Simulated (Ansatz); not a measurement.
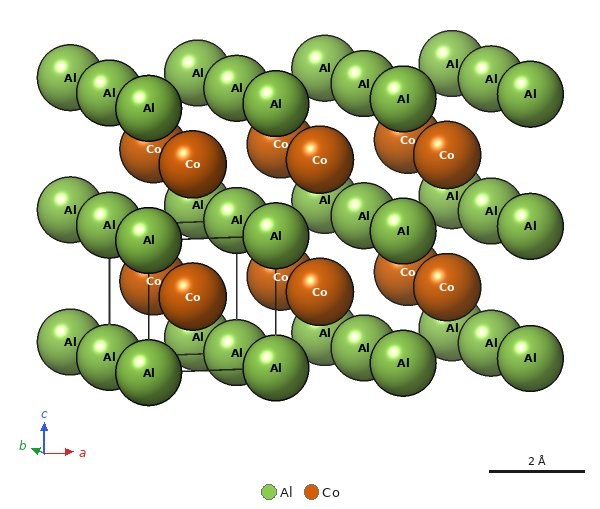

The starting point is a crystal of AlCo (set up in Pm-3m). The picture is a spheres-only view of the cell of the calculation, repeated 3 × 2 × 2 with one cell outlined, seen slightly off an axis.

All numbers below come from Ansatz 0.2.0, DFT PBEsol, scalar-relativistic, plane waves, PAW. (plane-wave cutoff 420 eV; k-point mesh 18 × 18 × 18; occupations gaussian; smearing width 0.1 eV; no spin polarisation)

The variant: Uniaxial strain along a, −3.0 %, is applied. The b and c axes and the atoms are relaxed.

**Predict the response.**

It costs 9.1 meV per atom. Pressure: 0.0 GPa before, 2.9 GPa after. The principal stresses (compression positive) are 8.7 GPa along a and none across it. The drawn cell changes as follows: a 2.823 → 2.738 Å (−3.0 %), b = c 2.823 → 2.847 Å (+0.9 %); the volume changes by −1.3 %. No atom moves by more than 0.005 Å relative to the cell. Near-neighbour distances before and after: Al–Al 2.823 → 2.738 to 2.847 Å, Co–Co 2.823 → 2.738 to 2.847 Å, Al–Co 2.444 → 2.434 Å. The space group (tolerance 0.01 Å) goes from Pm-3m (No. 221) to P4/mmm (No. 123).

Drawn alike, the variant:

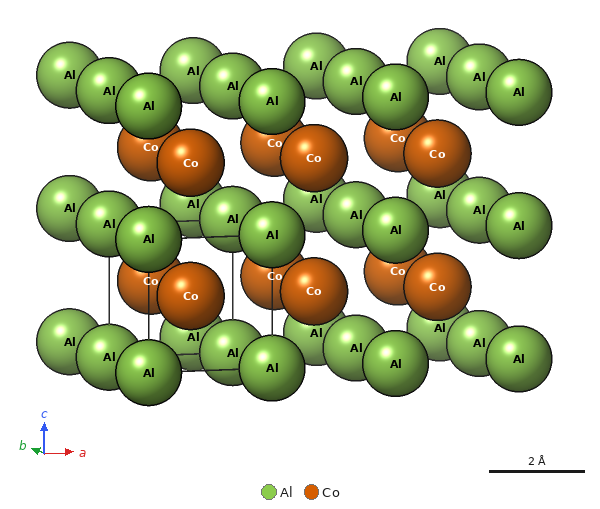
